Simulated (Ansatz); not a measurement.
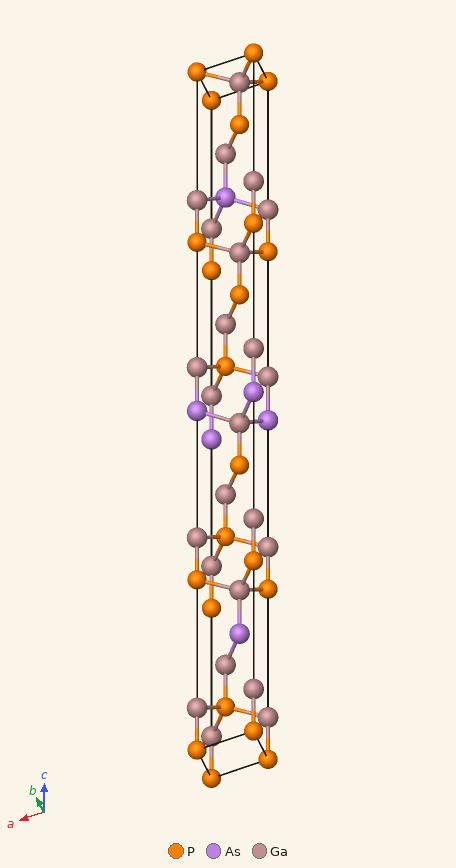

This ball-and-stick model is shown from a general direction. The wireframe shows the conventional unit cell.

Ga₄AsP₃, space group R3m (No. 160), a = 3.89 Å, b = 3.89 Å, c = 38.15 Å, α = 90.00°, β = 90.00°, γ = 120.00°.

Electronic-structure method: DFT, r2SCAN, plane waves, PAW (Ansatz 0.2.0). Parameters: plane-wave cutoff 500 eV, k-points about 0.23 Å⁻¹ apart, no spin polarisation.

### What does the calculation say: metal or gapped?

A semiconductor at this level, with a gap of 1.67 eV, direct.

### Give the pressure and its sign.

The computed pressure is 0.0 GPa, close to zero.

Source of the structure: a structure type filled with these elements by a generator (whether the compound takes this form wasn't checked). Earlier steps of the study, as a rule a relaxation of our own, may have changed the cell and positions, so they can lie some per cent off the listed ones. A calculation with Ansatz used it as input.
